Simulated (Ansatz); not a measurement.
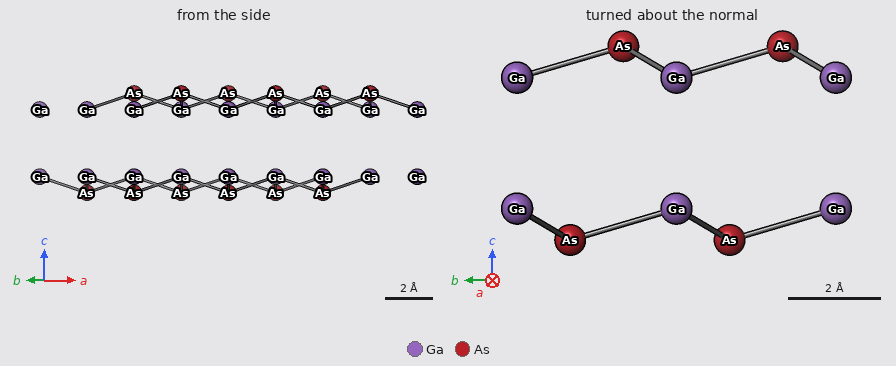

A ball-and-stick picture of a periodic slab, seen from the side and turned about the normal. The surface normal points up in side views; the vacuum is left out. 3×2 cells are drawn in the plane, with atoms at the edges repeated.

The cell holds 2 Ga, 2 As.

With which atoms do the two faces end?

Answer. The top face ends in As, the bottom face in As. The two faces are alike.

What is its extent along the surface normal?

Answer. About 4.2 Å from the lowest to the highest atom.

Write the layer sequence, upper face first.

Answer. Four planes: As / Ga / Ga / As.

How are the atoms coordinated and connected?

Answer. Around each Ga lie three As in a trigonal pyramidal arrangement at about 2.4 Å. Each As atom has three Ga in a trigonal pyramidal arrangement at about 2.4 Å around it. The bonds build GaAs layers parallel to the surface.

The starting point was a structure type filled with these elements by a generator (whether the compound takes this form wasn't checked). The structure drawn was relaxed with Ansatz 0.2.0, DFT PBE, scalar-relativistic, plane waves, PAW.
